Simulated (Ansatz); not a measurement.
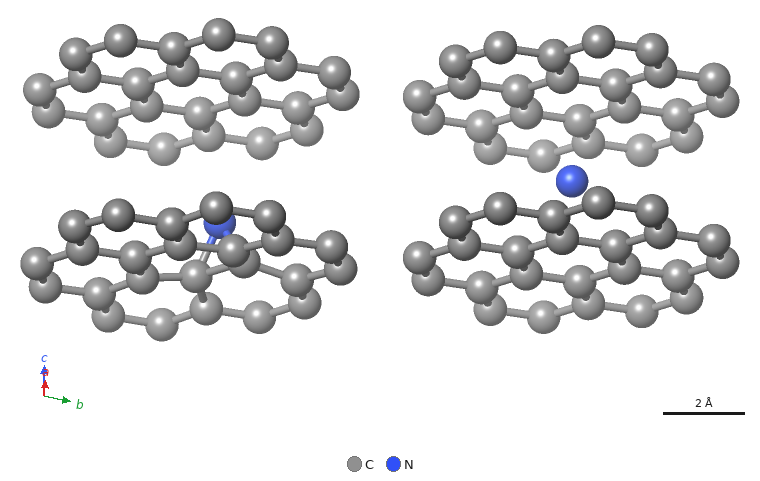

Two geometries of a defect cell of composition C$_{28}$N, drawn at one scale. One is the start of a relaxation, the other its converged end. The picture is a ball-and-stick view of the atoms within 5.0 Å of the atom that moves most (axes of the larger cell on standard axes (3 times the calculation's cell) (origin shifted)), seen from a free direction.

All numbers below come from Ansatz 0.2.0, DFT PBE, scalar-relativistic, plane waves, PAW. Set-up: plane-wave cutoff 420 eV; k-point mesh 4 × 4 × 4; occupations gaussian; smearing width 0.1 eV; no spin polarisation; atoms relaxed in a fixed cell; force threshold 0.02 eV/Å; at most 60 steps.

Question: Which one is relaxed?

Answer: The left one is the relaxed one. Case: N interstitial, charge +0, atoms relaxed. The atoms of the start lie slightly off their symmetric places, so part of the fall in energy undoes that. The atom that moves furthest is the N atom (1.34 Å roughly along [−2 3 −1]). Largest moves by element: N 1.34 Å, C 0.24 Å. The cell stays as it was. Some distances before and after: C–N 2.545 → 1.459 Å, C–C 1.424 → 1.527 Å, C–C 1.424 → 1.460 Å, C–C 1.424 → 1.399 Å. New bonds form, among them: C–N (2.54 → 1.46 Å), C–N (2.55 → 1.46 Å). The energy falls by 3.041 eV per cell of the calculation in 11 geometry steps. The largest force component goes from 0.39 to 0.014 eV/Å.

Limits of the set-up: the cell has an odd number of electrons but was run without spin polarisation; the periodic images lie only 6.5 Å apart, so the values are limited by the cell's size.
